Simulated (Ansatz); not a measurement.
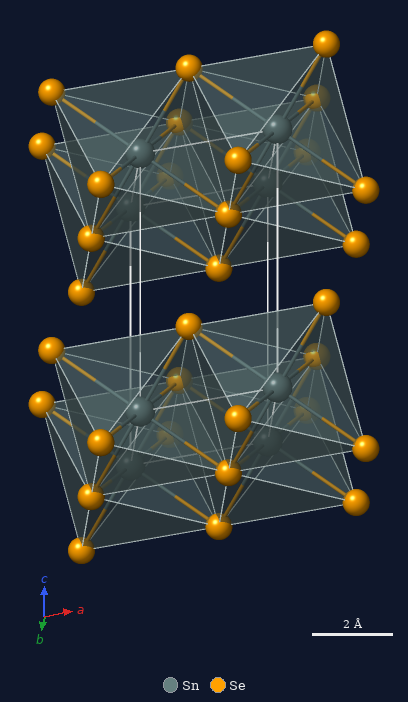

The starting structure (polyhedral view of the cell of the calculation, seen at an oblique angle; polyhedra are completed across the faces of the cell). An atom can appear more than once, as a periodic image.

# Geometry relaxation of SnSe₂

SnSe₂ (3 atoms in the cell), computed with DFT PBE, scalar-relativistic, plane waves, PAW, no spin polarisation (Ansatz 0.2.0).

The structure derives from a Materials Project entry.

### What the program printed
```
Engine: ansatz 0.2.0, x86_64-unknown-linux-gnu
Pseudopotentials: kind: paw
Pseudopotential: Sn, paw, valence charge 14, recommended cutoff 420 eV (normal), Sn.paw.azcp
Pseudopotential: Se, paw, valence charge 16, recommended cutoff 420 eV (normal), Se.paw.azcp
Functional definition: PBE
  parameter kappa = 0.804
  parameter beta = 0.06672455060314922
  exchange = pbe_x(kappa = kappa, mu = beta*pi^2/3)
  correlation = pbe_c(beta = beta)
Crystal: 3 atoms, lattice volume = 90.496 Å³
Basis set: ecut = 420 eV, 1787 PW (Γ), exchange–correlation on 54×54×96 points (8 copies of the dense FFT grid, shifted against one another)
Bands: 28, of which v1, the nominal top of the filled ones, is band 23 counted from 1 (22 counted from 0)
Symmetry: 12 space group operations
Space group: P-3m1 (ITA 164), of the structure as read, at distance tolerance 4.5e-5 Å
k-points: 69 of 576
Non-local potential: Sn, projectors of the file, l = 0: 2, l = 1: 2, l = 2: 2, l = 3: 2
Non-local potential: Se, projectors of the file, l = 0: 2, l = 1: 2, l = 2: 3, l = 3: 1
PAW form: soft (Blöchl's): semilocal exchange-correlation on the pseudo side does not see the compensation charge
PAW one-centre angular grid: Sn, 590 points (default); XC on 64 Gauss nodes
PAW one-centre angular grid: Se, 590 points (default); XC on 64 Gauss nodes
Initial density: superposition of atomic densities (neutral atoms: chi_scale 0, normalization atom), corrected by the library's trained network
Initial wavefunctions: pseudopotential atomic-orbital guess
Functional: x = pbe(κ = 0.804, μ = 0.2195149727645171), c = pbe(β = 0.06672455060314922)
SCF iter   1: F=—  HF=-16963.398094 eV  |F-HF|=—  |Δ(HF+E_count)|=         —  Δρ=1.44e-3  dr2=3.22e-3  ethr=1.77e-3  ⟨swp⟩=6.8  Hψ=8693  notcnv=0
preconditioner: auto → Resta (q_TF=auto, 2.437 Å⁻¹)  ε∞=2.6  [insulator: Δε(μ)=0.707 eV  Ē_g=15.855 eV  σ=0.020 eV  W_gap=1.00  n_scr=22 (ndim 8)  ℏωp=19.9 eV  f_vac=0.190  D(μ)=0.00/eV (n_scr^D=0)  ε∞_Penn≈2.6]
SCF iter   2: F=—  HF=-16963.397155 eV  |F-HF|=—  |Δ(HF+E_count)|=   9.39e-4  Δρ=6.51e-4  dr2=2.05e-4  ethr=7.00e-6  ⟨swp⟩=2.9  Hψ=4344  notcnv=0  defer=69
SCF iter   3: F=—  HF=-16963.397308 eV  |F-HF|=—  |Δ(HF+E_count)|=   1.53e-4  Δρ=3.52e-4  dr2=5.35e-5  ethr=4.46e-7  ⟨swp⟩=2.0  Hψ=3442  notcnv=0  defer=69
SCF iter   4: F=—  HF=-16963.397370 eV  |F-HF|=—  |Δ(HF+E_count)|=   6.15e-5  Δρ=8.11e-5  dr2=4.19e-6  ethr=1.16e-7  ⟨swp⟩=2.0  Hψ=2388  notcnv=0  defer=69
SCF iter   5: F=—  HF=-16963.397379 eV  |F-HF|=—  |Δ(HF+E_count)|=   9.01e-6  Δρ=1.57e-5  dr2=2.89e-7  ethr=9.11e-9  ⟨swp⟩=2.0  Hψ=3400  notcnv=0  defer=69
SCF iter   6: F=-16963.397380 eV  HF=-16963.397380 eV  |F-HF|=1.19e-7  |Δ(HF+E_count)|=   9.68e-7  Δρ=5.22e-6  dr2=4.82e-8  ethr=2.17e-10  ⟨swp⟩=13.0  Hψ=15508  notcnv=0
SCF 1 converged in 6 iterations: F = -16963.397380 eV  dr2 = 4.82e-8
  Residual-converged pass: ⟨swp⟩=1.0  Hψ=2208  notcnv=0  max |occ|·‖R‖ = 7.1e-9 eV (tolerance 1.0e-8 eV)  dr2=4.82e-8  dr2_onsite=8.40e-9  max |Δocc| = 2.0e-142
  greatest PAW one-centre occupation: 1.000 electrons in one spin orbital (limit 2), on the Se atom at site 2 (counted from 0), in its partial waves of l = 2
relax step   1: F+E_penalty+E_count = -16963.39737998 eV  Δ(F+E_penalty+E_count) = +0.000e0 eV  max|allowed force component| = 9.863e-4 eV/Å  Δτ_max = 0.0000 Å  P = +0.014 GPa  Ω = 90.496 Å³  (6 SCF iters, dr2 threshold 1.00e-7 eV, accepted)
Initial density: handed on by an earlier stage of this run
Initial wavefunctions: pseudopotential atomic-orbital guess (no wavefunctions were taken with the density)
iter 1 solved again at ethr=1.49e-7 eV; its pass at ethr=3.10e-3 eV (dr2=6.83e-5 eV) is discarded
SCF iter   1: F=—  HF=-16963.397407 eV  |F-HF|=—  |Δ(HF+E_count)|=         —  Δρ=5.25e-6  dr2=4.97e-8  ethr=1.49e-7  ⟨swp⟩=3.1  Hψ=13757  notcnv=0
preconditioner: auto → Resta (q_TF=auto, 2.437 Å⁻¹)  ε∞=2.6  [insulator: Δε(μ)=0.699 eV  Ē_g=15.876 eV  σ=0.020 eV  W_gap=1.00  n_scr=22 (ndim 8)  ℏωp=19.9 eV  f_vac=0.191  D(μ)=0.00/eV (n_scr^D=0)  ε∞_Penn≈2.6]
SCF iter   2: F=—  HF=-16963.397380 eV  |F-HF|=—  |Δ(HF+E_count)|=   2.76e-5  Δρ=3.40e-6  dr2=2.01e-8  ethr=1.08e-10  ⟨swp⟩=2.4  Hψ=3646  notcnv=0
SCF iter   3: F=—  HF=-16963.397380 eV  |F-HF|=—  |Δ(HF+E_count)|=   6.50e-8  Δρ=1.53e-6  dr2=4.94e-9  ethr=4.38e-11  ⟨swp⟩=2.0  Hψ=2407  notcnv=0
SCF iter   4: F=—  HF=-16963.397380 eV  |F-HF|=—  |Δ(HF+E_count)|=   1.36e-8  Δρ=3.02e-7  dr2=9.35e-11  ethr=1.07e-11  ⟨swp⟩=2.2  Hψ=2534  notcnv=0
SCF iter   5: F=-16963.397380 eV  HF=-16963.397380 eV  |F-HF|=2.18e-11  |Δ(HF+E_count)|=  1.71e-10  Δρ=1.06e-7  dr2=8.19e-12  ethr=1.00e-12  ⟨swp⟩=6.5  Hψ=9081  notcnv=0
SCF 2 converged in 5 iterations: F = -16963.397380 eV  dr2 = 8.19e-12
relax step   2: F+E_penalty+E_count = -16963.39738001 eV  Δ(F+E_penalty+E_count) = -3.128e-8 eV  max|allowed force component| = 9.700e-4 eV/Å  Δτ_max = 0.0000 Å  P = +0.014 GPa  Ω = 90.496 Å³  stress off target by 2.19e-2 GPa  SCF on the basis re-selected at this cell (its energy is not comparable with the rows above)  (5 SCF iters)
```

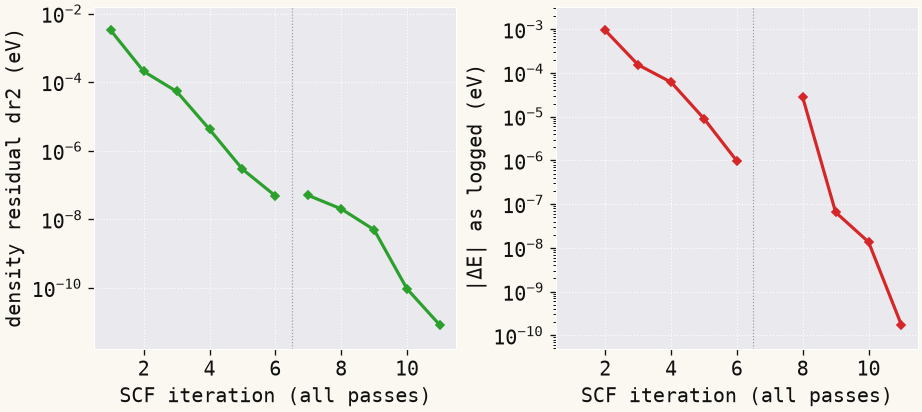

Convergence of the self-consistent field: density residual dr2 and size of the energy change against the SCF iteration. The dotted lines part the SCF passes of the relaxation: geometry steps, rejected trials and re-solves on a re-selected basis. The passes take 6 and 5 iterations.

```
basis re-selected at this cell: Δ(F+E_penalty+E_count) = -3.128e-8 eV, ΔP = +0.000 GPa vs the last step (what re-selecting the basis moved, of the pressure what is left beyond the Pulay correction that the steps carried, after the strain that the cell walked since its last selection, with what the two solves' SCF thresholds leave and, on support functions, any second-order correction that the steps lacked; it is no measure of the basis error at this ecutwfc). This SCF's stress stands 2.19e-2 GPa from its target on what of the cell is left free (relax.cell.stress_tol is 5.00e-2 GPa) and its largest allowed force component is 9.70e-4 eV/Å (relax.f_tol is 5.00e-3 eV/Å): within both
SCF converged after 5 iterations
Free energy (F): -16963.397380 eV
Harris-Foulkes:  -16963.397380 eV  (|F-HF|=2.18e-11)
Internal energy: -16963.397380 eV  (E = F + TS)
E sigma→0 (E₀):  -16963.397380 eV
Fermi energy:    6.277903 eV
--- Per-component energies (eV) ---
  E_band       = -949.169744
  E_kinetic    = 422.918057
  E_local      = -7001.244650  (includes V_loc(G=0)·N_el)
  E_nonlocal   = -1222.381331
  E_hartree    = 3533.257229
  E_xc         = -588.819148
  E_vxc        = -289.924675  (∫ρ·V_xc dr)
  E_paw        = -7963.791695  (= ΣΔE_a)
  E_vpaw       = 74.949545  (= ΣTr[D̂ρ^β])
  E_aug_tail   = -0.001205  (compensation charges beyond the density's cutoff)
  E_ewald      = -4143.334636
  E_smearing   = -0.000000  (= −TS)
  E_closure    = 0.000000  (closes the sum)
  Σ components = -16963.397380   (vs F -16963.397380, Δ=0.00e0)
--- Forces (eV/Å), atoms counted from 1 ---
  atom   1  Sn     0.00000000    -0.00000000     0.00000000
  atom   2  Se    -0.00000000    -0.00000000    -0.00097000
  atom   3  Se     0.00000000     0.00000000     0.00097000
  max |Σ_I F_I| component: 4.63e-18 eV/Å
--- Stress (GPa, compression-positive) ---
        0.009711       0.000000       0.000000
        0.000000       0.009711       0.000000
        0.000000       0.000000       0.021879
  P = ⅓ Tr σ = 0.0138 GPa (0.138 kbar)
--- Band table (eV; the first three rows and the last of 69) ---
  k-point 0: bands = ["-40.7257", "-40.7257", "-40.7257", "-40.7257", "-40.6961", "-40.6961", "-40.6958", "-40.6958", "-40.6849", "-40.6848", "-15.1827", "-15.1827", "-15.1508", "-15.1415", "-15.1415", "-7.4249", "-6.0958", "0.2237", "5.4152", "5.4622", "5.4622", "5.8089", "5.8089", "7.0209", "9.0200", "10.5200", "10.5200", "13.1465"]
  k-point 1: bands = ["-40.7257", "-40.7257", "-40.7257", "-40.7257", "-40.6961", "-40.6961", "-40.6958", "-40.6958", "-40.6849", "-40.6848", "-15.1827", "-15.1827", "-15.1508", "-15.1415", "-15.1415", "-7.4025", "-6.1397", "0.3687", "4.8501", "5.4494", "5.4494", "5.8289", "5.8289", "7.5364", "8.9878", "10.4818", "10.4818", "13.3774"]
  k-point 2: bands = ["-40.7257", "-40.7257", "-40.7257", "-40.7257", "-40.6961", "-40.6961", "-40.6958", "-40.6958", "-40.6849", "-40.6848", "-15.1827", "-15.1827", "-15.1508", "-15.1415", "-15.1415", "-7.3786", "-6.1846", "0.5289", "4.4148", "5.4378", "5.4378", "5.8478", "5.8478", "7.9240", "8.9367", "10.4444", "10.4444", "13.6850"]
  k-point 68: bands = ["-40.7255", "-40.7254", "-40.7254", "-40.7254", "-40.6962", "-40.6960", "-40.6960", "-40.6959", "-40.6846", "-40.6846", "-15.1937", "-15.1937", "-15.1424", "-15.1424", "-15.1245", "-5.6437", "-5.6437", "-1.0552", "2.3303", "2.3303", "2.7336", "5.3425", "5.3425", "7.9258", "10.7198", "10.7198", "12.1480", "14.2091"]
--- Relaxed structure (1 steps of the walk, 1 accepted, 1 SCFs on fresh bases) ---
  F+E_penalty+E_count = -16963.39738001 eV   max|allowed force component| = 9.700e-4 eV/Å   (the final SCF, on the basis selected at the relaxed cell)
  cell:  # Å, volume = 90.4960 Å³
    - [3.871672311076093, 2.8867543297112526e-11, 0.0]
    - [-1.9358361555630466, 3.3529665765062706, 0.0]
    - [0.0, 0.0, 6.9711010326]
  atoms:
    - { symbol: Sn, position: [0.0, 0.0, 0.0] }
    - { symbol: Se, position: [0.6666666666666667, 0.3333333333333333, 0.7712614523999999] }
    - { symbol: Se, position: [0.3333333333333333, 0.6666666666666666, 0.2287385476] }
```

### Trajectory as extended XYZ (Å, eV, eV/Å), 2 frames, from step=1 to step=2
```
3
Lattice="3.8717 0.0000 0.0000 -1.9358 3.3530 0.0000 0.0000 0.0000 6.9711" Properties=species:S:1:pos:R:3:forces:R:3 step=1 energy=-16963.39738 pressure_GPa=0.01
Sn    0.0000    0.0000    0.0000    0.0000   0.0000   0.0000
Se    1.9358    1.1177    5.3765    0.0000   0.0000  -0.0010
Se    0.0000    2.2353    1.5946    0.0000   0.0000   0.0010
3
Lattice="3.8717 0.0000 0.0000 -1.9358 3.3530 0.0000 0.0000 0.0000 6.9711" Properties=species:S:1:pos:R:3:forces:R:3 step=2 energy=-16963.39738 pressure_GPa=0.01
Sn    0.0000    0.0000    0.0000    0.0000   0.0000   0.0000
Se    1.9358    1.1177    5.3765    0.0000   0.0000  -0.0010
Se    0.0000    2.2353    1.5946    0.0000   0.0000   0.0010
```

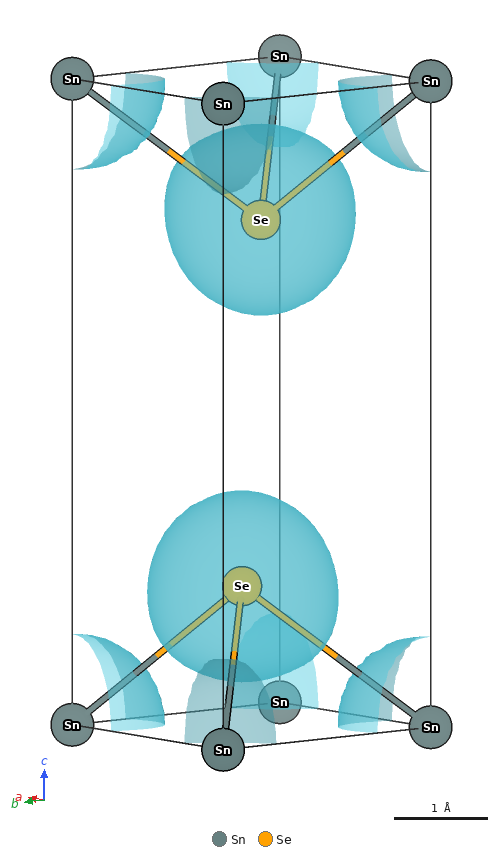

Isosurface of the valence pseudo-density at 0.5 e/Å³ (cyan), seen at an oblique angle. Sticks mark near contacts. The outline is the cell set on symmetry axes. At this value the density breaks into separate islands; it holds about 80 % of the electrons treated as valence (semicore included). It is pinched off along the Sn–Se (2.75 Å) contacts. On the grid the lowest density along these lines, outside the cores, is 0.36 e/Å³ (Sn–Se, 2.75 Å). In a PAW calculation such maps are meaningful between the atoms, not at the nuclei.

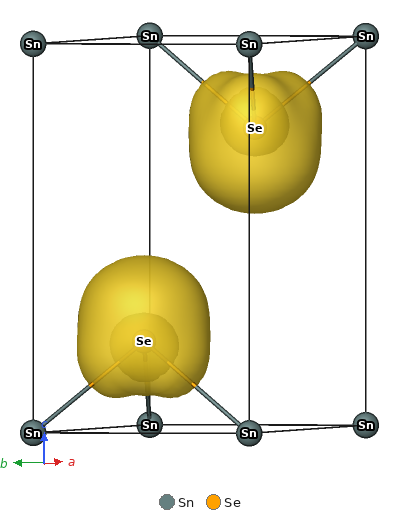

Isosurface of the ELF at 0.7 (yellow), seen at an oblique angle. Core shells and regions of very low density are left out. Sticks mark near contacts. The outline is the cell set on symmetry axes. Along the contacts the grid gives the following. Sn–Se (2.75 Å): the ELF is about 0.60 at the midpoint.

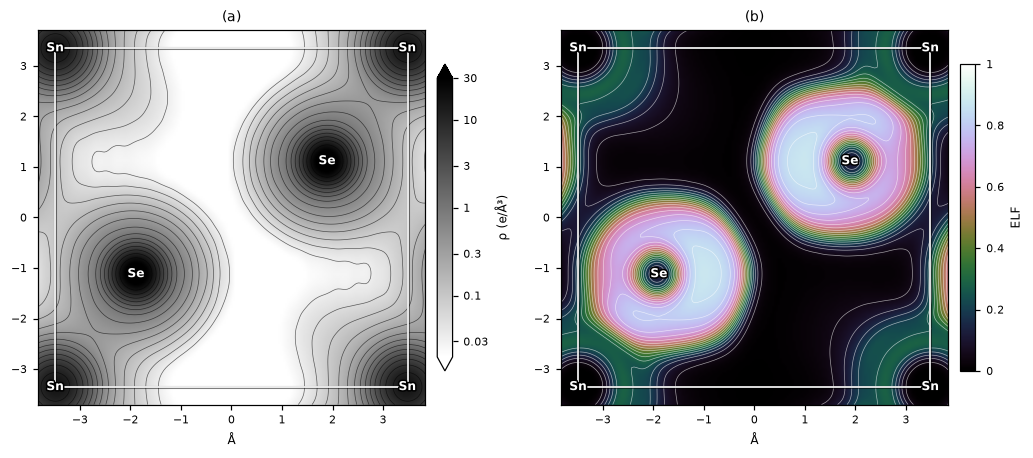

(a) valence charge density (pseudo); (b) electron localisation function on the (110) plane of the conventional cell. Atoms in the plane: Sn and Se. Sn–Se (2.75 Å): ρ is about 0.37 e/Å³ halfway; the ELF is about 0.60 at the midpoint. Away from the nuclei the density in this plane falls to 0.003 e/Å³ at its lowest.

The run was set up as follows.

### Input file
```yaml
crystal:
  lattice:
    - [3.8716723111, 0.0, 0.0]
    - [-1.9358361556, 3.3529665765, 0.0]
    - [0.0, 0.0, 6.9711010326]
  atoms:
    - { symbol: Sn, position: [0.0, 0.0, 0.0] }
    - { symbol: Se, position: [0.6666666667, 0.3333333333, 0.7712614524] }
    - { symbol: Se, position: [0.3333333333, 0.6666666667, 0.2287385476] }
basis:
  ecutwfc: 420
kpoints:
  mp_grid: { grid: [12, 12, 4] }
hamiltonian:
  xc: pbe
scf:
  occupations: { method: gaussian, width: 0.02 }
output:
  forces: true
  stress: true
  eigenvalues: true
  write_density: true
  write_potential: true
  elf: true
  volumetric_format: npy
relax:
  adjacent_minimum: "off"
  f_tol: 0.005
  max_steps: 80
  cell: { stress_tol: 0.05 }
```

Command:
```bash
ansatz run input.yaml --threads 4 --pin off --max-ram 10240MiB --backend cpu --events-out ev --progress --plain --runs-dir out
```

### Summary

```tsv
quantity	value
outcome	converged
space group (tolerance 0.01 Å)	P-3m1 (164)
electrons treated	46
free energy	−16963.3974 eV
Fermi energy	6.278 eV
gap on the k-point mesh	0.70 eV
pressure	0.01 GPa
final volume	90.50 Å³
largest force (length of the vector) at the end	0.001 eV/Å
final cell	a = 3.872 Å, b = 3.872 Å, c = 6.971 Å, α = 90.00°, β = 90.00°, γ = 120.00°
hardware	4 threads of Intel Xeon @ 2.50GHz (Skylake/Cascade Lake), 189 GiB of memory available, shared host
wall time	10 s (CPU time 36 s)
peak memory	0.54 GiB
```
